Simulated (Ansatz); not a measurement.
**Run report: Zr, single-point calculation**

- system: Zr (slab, 2 atoms in the cell)
- method: DFT, LDA, PAW with Ansatz's default frozen-core files, scalar-relativistic, no spin polarisation (Ansatz 0.2.0)

It belongs to a series of runs on one base structure; here: PAW files. Figures and captions count atoms from 1; the log counts them from 0 in places.

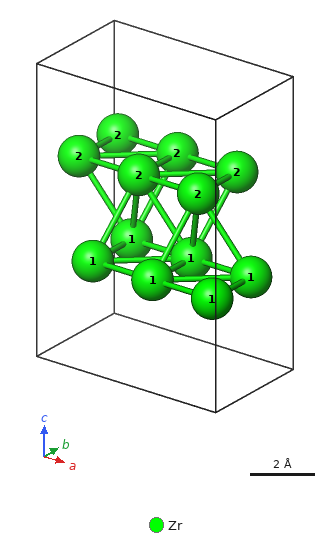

*The structure (ball-and-stick view of the 3 × 2 repeat of the cell, with the vacuum cut short, seen slightly off an axis; atoms are numbered from 1 in the order of the input).*

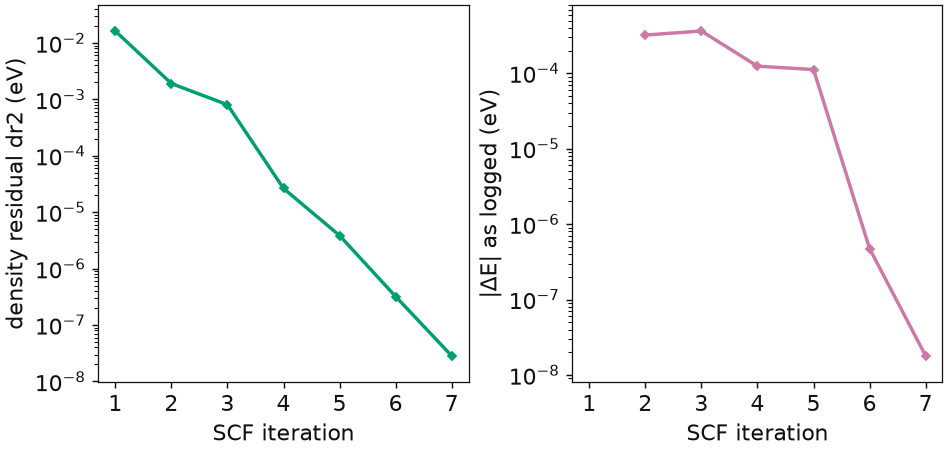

*Convergence of the self-consistent field: density residual dr2 and size of the energy change against the SCF iteration.*

The residual falls at every step.

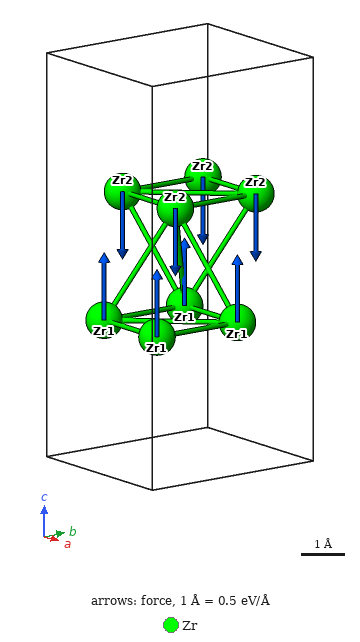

*Forces on the atoms as blue arrows (ball-and-stick view of the 2 × 2 repeat of the cell, with the vacuum cut short, seen slightly off an axis; atoms are numbered from 1 in the order of the input).*

The largest act on Zr1, Zr2 (0.81 eV/Å). The geometry is not a stationary point of this energy.

These pictures come from the run below.

Input file
```yaml
crystal:
  lattice:
    - [3.1435815868, 0.0, 0.0]
    - [-1.5717907934, 2.7224215131, 0.0]
    - [0.0, 0.0, 18.5467]
  atoms:
    - { symbol: Zr, position: [0.833333333, 0.166666667, 0.4313446917] }
    - { symbol: Zr, position: [0.166666667, 0.833333333, 0.5686553083] }
kpoints:
  mp_grid: { grid: [15, 15, 1] }
scf:
  occupations: { method: fermi_dirac, width: 0.1 }
hamiltonian:
  xc: lda
  pseudopotentials: { kind: paw }
output:
  forces: true
  stress: true
  eigenvalues: true
  populations: true
efield:
  axis: 3
  amplitude: 0
  dipole_correction: true
```

Launched with:
```bash
ansatz run input.yaml --threads 1 --pin off --max-ram 3584MiB --backend cpu --events-out ev --progress --plain --runs-dir out
```

The program's output
```
Engine: ansatz 0.2.0, aarch64-unknown-linux-gnu
Pseudopotentials: kind: paw
Pseudopotential: Zr, paw, valence charge 12, recommended cutoff 420 eV (normal), Zr.paw.azcp
Functional definition: SPW92
  exchange = slater_x
  correlation = pw_c
Crystal: 2 atoms, lattice volume = 158.726 Å³
Basis set: ecut = 420 eV, 3061 PW (Γ)
Bands: 16, of which v1, the nominal top of the filled ones, is band 12 counted from 1 (11 counted from 0)
Symmetry: 6 space group operations
k-points: 27 of 225 (time reversal used)
Non-local potential: Zr, projectors of the file, l = 0: 3, l = 1: 2, l = 2: 2, l = 3: 2
PAW form: soft (Blöchl's): semilocal exchange-correlation on the pseudo side does not see the compensation charge
PAW frozen core: Zr, regenerated for the run's functional, and the local potential with it (the file was generated under x = pbe(κ = 0.804, μ = 0.2195149727645171), c = pbe(β = 0.06672455060314922))
PAW one-centre angular grid: Zr, 590 points (default); XC on 64 Gauss nodes
Initial density: superposition of atomic densities (neutral atoms: chi_scale 0, normalization atom), corrected by the library's trained network
Initial wavefunctions: pseudopotential atomic-orbital guess
Functional: x = slater, c = lda
SCF iter   1: F=—  HF=-8152.988531 eV  |F-HF|=—  |Δ(HF+E_count)|=         —  Δρ=4.43e-3  dr2=1.63e-2  ethr=1.77e-3  p=0.000 e·Å  D=7.65e-15 V/Å  ΔV_dip=-0.00 eV  dr2_dipole=1.91e-7  V_vac-E_F(+/−)=4.51/4.51 eV  ⟨swp⟩=4.7  Hψ=2183  notcnv=0
efield: sawtooth ramp at fractional position 0.9500 (placed from the atoms, in the widest stretch of the axis that holds none; the zero of the levels goes with the place), width 0.1000; the density the first Hamiltonian is built on has a dipole p = 0.000 e·Å; the dipole correction subtracts the counter field D = 7.65e-15 V/Å, which shifts the + side's vacuum level by -0.00 eV against the − side's; the planar-averaged density in the ramp window peaks in size at 5.0e-5 e/Å³
preconditioner: auto → LDOS  [metal: Δε(μ)=0.058 eV  Ē_g=2.646 eV  σ=0.100 eV  W_gap=0.14  n_scr=10 (ndim 8)  ℏωp=8.3 eV  f_vac=0.594  D(μ)=4.15/eV (n_scr^D=12)  β→1.0]
SCF iter   2: F=—  HF=-8152.988852 eV  |F-HF|=—  |Δ(HF+E_count)|=   3.21e-4  Δρ=1.28e-3  dr2=1.91e-3  ethr=6.79e-5  p=-0.000 e·Å  D=-1.57e-5 V/Å  ΔV_dip=0.00 eV  dr2_dipole=2.64e-7  V_vac-E_F(+/−)=4.51/4.51 eV  ⟨swp⟩=2.0  Hψ=969  notcnv=0
SCF iter   3: F=—  HF=-8152.988489 eV  |F-HF|=—  |Δ(HF+E_count)|=   3.63e-4  Δρ=4.80e-4  dr2=8.05e-4  ethr=7.96e-6  p=-0.000 e·Å  D=-8.15e-7 V/Å  ΔV_dip=0.00 eV  dr2_dipole=3.26e-10  V_vac-E_F(+/−)=4.50/4.50 eV  ⟨swp⟩=2.0  Hψ=713  notcnv=0
SCF iter   4: F=—  HF=-8152.988365 eV  |F-HF|=—  |Δ(HF+E_count)|=   1.24e-4  Δρ=1.25e-4  dr2=2.64e-5  ethr=3.36e-6  p=0.000 e·Å  D=2.27e-7 V/Å  ΔV_dip=-0.00 eV  dr2_dipole=3.47e-11  V_vac-E_F(+/−)=4.49/4.49 eV  ⟨swp⟩=2.3  Hψ=686  notcnv=0
SCF iter   5: F=—  HF=-8152.988253 eV  |F-HF|=—  |Δ(HF+E_count)|=   1.12e-4  Δρ=3.31e-5  dr2=3.86e-6  ethr=1.10e-7  p=0.000 e·Å  D=4.18e-7 V/Å  ΔV_dip=-0.00 eV  dr2_dipole=3.10e-11  V_vac-E_F(+/−)=4.49/4.49 eV  ⟨swp⟩=2.7  Hψ=769  notcnv=0
SCF iter   6: F=—  HF=-8152.988253 eV  |F-HF|=—  |Δ(HF+E_count)|=   4.74e-7  Δρ=5.79e-6  dr2=3.20e-7  ethr=1.61e-8  p=0.000 e·Å  D=2.66e-8 V/Å  ΔV_dip=-0.00 eV  dr2_dipole=1.92e-12  V_vac-E_F(+/−)=4.49/4.49 eV  ⟨swp⟩=2.4  Hψ=572  notcnv=0
SCF iter   7: F=-8152.988253 eV  HF=-8152.988253 eV  |F-HF|=1.55e-8  |Δ(HF+E_count)|=   1.79e-8  Δρ=2.32e-6  dr2=2.84e-8  ethr=4.17e-10  p=0.000 e·Å  D=4.94e-8 V/Å  ΔV_dip=-0.00 eV  dr2_dipole=4.30e-14  V_vac-E_F(+/−)=4.49/4.49 eV  ⟨swp⟩=5.9  Hψ=1897  notcnv=0
SCF 1 converged in 7 iterations: F = -8152.988253 eV  dr2 = 2.84e-8
  greatest PAW one-centre occupation: 0.998 electrons in one spin orbital (limit 2), on the Zr atom at site 0 (counted from 0), in its partial waves of l = 0
SCF converged after 7 iterations
Free energy (F): -8152.988253 eV
Harris-Foulkes:  -8152.988253 eV  (|F-HF|=1.55e-8)
Internal energy: -8152.851928 eV  (E = F + TS)
E sigma→0 (E₀):  -8152.920091 eV
Entropy (-TS):   -0.136325 eV (-68.163 meV/atom)
Fermi energy:    0.990461 eV
Dipole field:    D = 0.000000 V/Å  (p = 0.000000 e·Å, saw-weighted, corrected)
Work function:   Φ+ = 4.4864 eV   Φ− = 4.4865 eV
Levels:          The Fermi level and band energies are counted from a zero that moves with the ramp; work functions are not
--- Per-component energies (eV) ---
  E_band       = -503.188883
  E_kinetic    = 663.579772
  E_local      = -11715.081338  (includes V_loc(G=0)·N_el)
  E_nonlocal   = 171.395211
  E_hartree    = 5461.138336
  E_xc         = -317.863951
  E_vxc        = -377.217827  (∫ρ·V_xc dr)
  E_paw        = -5699.015644  (= ΣΔE_a)
  E_vpaw       = -168.124759  (= ΣTr[D̂ρ^β])
  E_aug_tail   = 0.000047  (compensation charges beyond the density's cutoff)
  E_efield     = 0.000000  (sawtooth field / dipole correction)
  E_vefield    = 0.000000  (∫n·V_field dr)
  E_ewald      = 3282.254838
  E_core_change = 0.740802  (= ΣΔE_core)
  E_smearing   = -0.136325  (= −TS)
  E_closure    = -0.000000  (closes the sum)
  Σ components = -8152.988253   (vs F -8152.988253, Δ=0.00e0)
--- Forces (eV/Å), atoms counted from 1 ---
  atom   1  Zr     0.00000000     0.00000000     0.80768946
  atom   2  Zr    -0.00000000    -0.00000000    -0.80769003
  max |Σ_I F_I| component: 5.72e-7 eV/Å
--- Stress (GPa, compression-positive) ---
       -2.529088       0.000000       0.000000
        0.000000      -2.529088      -0.000000
        0.000000      -0.000000      -2.076940
  P = ⅓ Tr σ = -2.3784 GPa (-23.784 kbar)
--- Band table (eV; the first three rows and the last of 27) ---
  k-point 0: bands = ["-47.7724", "-47.6793", "-26.1531", "-25.5638", "-25.3603", "-25.3603", "-25.2831", "-25.2831", "-3.7481", "-2.3936", "0.7859", "1.1439", "1.8449", "1.9197", "1.9197", "2.1735"]
  k-point 1: bands = ["-47.7664", "-47.6752", "-26.1434", "-25.5712", "-25.3925", "-25.3711", "-25.3217", "-25.2904", "-3.6121", "-2.2523", "0.7664", "1.1864", "1.6608", "1.8549", "2.0384", "2.0859"]
  k-point 2: bands = ["-47.7495", "-47.6635", "-26.1165", "-25.6117", "-25.4653", "-25.4266", "-25.4010", "-25.3111", "-3.2276", "-1.8585", "0.6686", "1.1144", "1.3761", "1.7083", "1.9414", "2.3771"]
  k-point 26: bands = ["-47.5926", "-47.5926", "-26.0270", "-26.0270", "-26.0258", "-25.8446", "-25.6158", "-25.6158", "-0.5092", "0.1939", "0.1939", "1.0028", "1.2463", "1.2463", "1.3643", "3.6722"]
--- Löwdin populations: 2 sites ---
  site symbol       q [e]
     0     Zr     11.9400
     1     Zr     11.9400
  spilling = 0.004997 (of n_electrons = 24.000000)
```

Key numbers

| quantity | value |
| --- | --- |
| outcome | converged |
| electrons treated | 24 |
| free energy | −8152.9883 eV |
| Fermi energy | 0.990 eV |
| largest force (length of the vector) | 0.808 eV/Å |
| hardware | 1 thread of Arm Neoverse V2, 24 GiB of memory available, shared host |
| wall time | 5.8 s |
| peak memory | 0.35 GiB |
